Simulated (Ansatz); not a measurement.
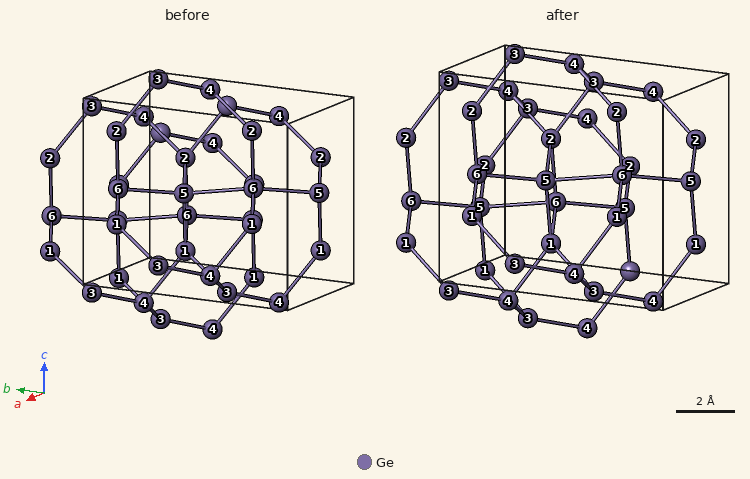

The structure of a crystal of Ge (a generated structure, set up in Cccm) (coarse preliminary run) before (left) and after (right) a relaxation, at one scale.

The picture is a ball-and-stick view of the conventional cell (2 times the calculation's cell), repeated 2 × 1 × 1 with one cell outlined, seen from a free direction. Lengths and directions refer to the drawn axes.

Method: DFT PBE, scalar-relativistic, plane waves, PAW in Ansatz. Settings: plane-wave cutoff 420 eV; k-point mesh 4 × 4 × 4; occupations gaussian; smearing width 0.1 eV; no spin polarisation; cell and atoms relaxed; force threshold 0.04 eV/Å; at most 70 steps.

Summarise the run.

The energy falls by 200 meV per atom in 5 accepted moves (9 points after the start). Largest force component: 0.57 eV/Å at the start, 0.0065 eV/Å at the end. Pressure: 13.65 GPa at the start and 0.06 GPa at the end. The line search rejected the trial steps at points 4, 7 of the run. At 2 points the geometry stayed and the basis and grid were re-selected for the new cell (energy shift of 4.9 meV per atom at most each time). The largest moves relative to the cell, 0.081 Å, are those of Ge3, Ge4, Ge5 and Ge6. Ge4 goes roughly along −a. Cell: a 4.741 → 4.699 Å (−0.9 %), b 8.153 → 8.948 Å (+9.7 %), c 6.670 → 7.508 Å (+12.6 %). Volume +22.5 %. Some distances before and after: Ge3–Ge4 2.546 → 2.780 Å, Ge3–Ge4 (another image) 2.404 → 2.581 Å, Ge1–Ge3 2.363 → 2.498 Å. Bond angles that change, for instance: Ge3–Ge2–Ge5 105.2° → 115.0°, Ge3–Ge2–Ge4 90.2° → 82.6°, Ge1–Ge3–Ge2 89.8° → 97.4°. The space group stays Cccm (No. 66).
